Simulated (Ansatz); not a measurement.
Crystal: AlSb, the geometry relaxed at a target pressure of 2 GPa with Ansatz, DFT r2SCAN, scalar-relativistic, plane waves, PAW.

```
Al Sb
1.0
     6.10946    0.00000    0.00000
     0.00000    6.10946    0.00000
     0.00000    0.00000    6.10946
Al Sb
4 4
Direct
  0.25000 0.25000 0.25000
  0.25000 0.75000 0.75000
  0.75000 0.25000 0.75000
  0.75000 0.75000 0.25000
  0.00000 0.00000 0.00000
  0.00000 0.50000 0.50000
  0.50000 0.00000 0.50000
  0.50000 0.50000 0.00000
```

**What does its first Brillouin zone look like, and which path through it is standard?**

It has a face-centred cubic lattice (cF; extended symbol cF2). The zone is a truncated octahedron in its combinatorial type: 14 faces (6 with 4 edges, 8 with 6 edges), 36 edges, 24 vertices. Path: Γ–X–U | K–Γ–L–W–X.

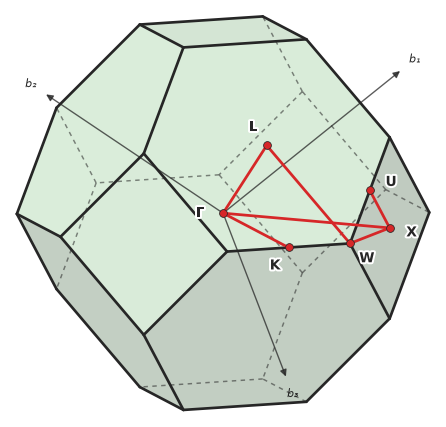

Labels and path follow the convention of Hinuma et al. (2017), as computed by seekpath; the arrows show the directions of the reciprocal primitive vectors b₁, b₂, b₃, in which coordinates are given; lengths include the factor 2π.

```json
{"point": "Γ", "k₁": "0", "k₂": "0", "k₃": "0", "length of k (1/Å)": "0.000"}
{"point": "X", "k₁": "1/2", "k₂": "0", "k₃": "1/2", "length of k (1/Å)": "1.028"}
{"point": "L", "k₁": "1/2", "k₂": "1/2", "k₃": "1/2", "length of k (1/Å)": "0.891"}
{"point": "W", "k₁": "1/2", "k₂": "1/4", "k₃": "3/4", "length of k (1/Å)": "1.150"}
{"point": "K", "k₁": "3/8", "k₂": "3/8", "k₃": "3/4", "length of k (1/Å)": "1.091"}
{"point": "U", "k₁": "5/8", "k₂": "1/4", "k₃": "5/8", "length of k (1/Å)": "1.091"}
```
